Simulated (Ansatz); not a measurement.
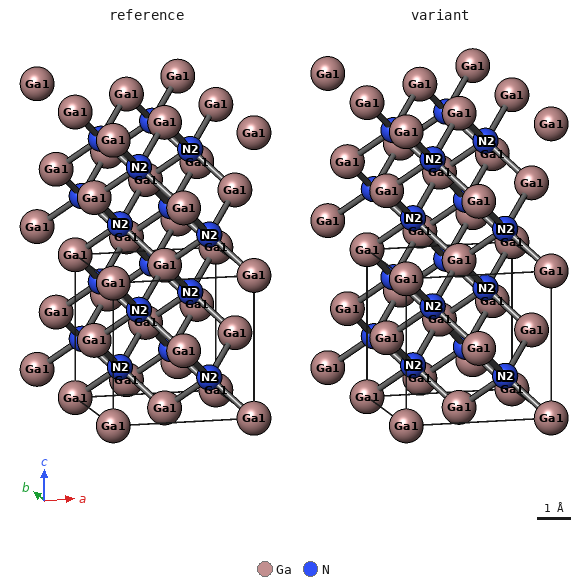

Left: a crystal of GaN (built on the zincblende type) at its r2SCAN-relaxed geometry. Right: the same structure after one change, at the same scale. A ball-and-stick model of the conventional cell (4 times the calculation's cell), repeated 1 × 2 × 2 with one cell outlined, seen slightly off an axis. Lengths and directions refer to the drawn axes.

Level of theory: Ansatz, DFT, PBE, plane waves, PAW. Settings: plane-wave cutoff 420 eV; k-point mesh 10 × 10 × 10; occupations fermi dirac; smearing width 0.02 eV; no spin polarisation.

Question: Which change leads from the left to the right?

Answer: All lengths are scaled by +3.0 % (volume +9.3 %). The atoms were relaxed with r2SCAN under that strain, and this is a single point on that geometry.

Question: How do the computed properties respond?

Answer: The energy rises by 11.0 meV per atom. The pressure goes from 6.2 to −8.4 GPa. All forces vanish by symmetry. Near-neighbour distances before and after: Ga–N 1.948 → 2.006 Å. The space group stays F-43m (No. 216).
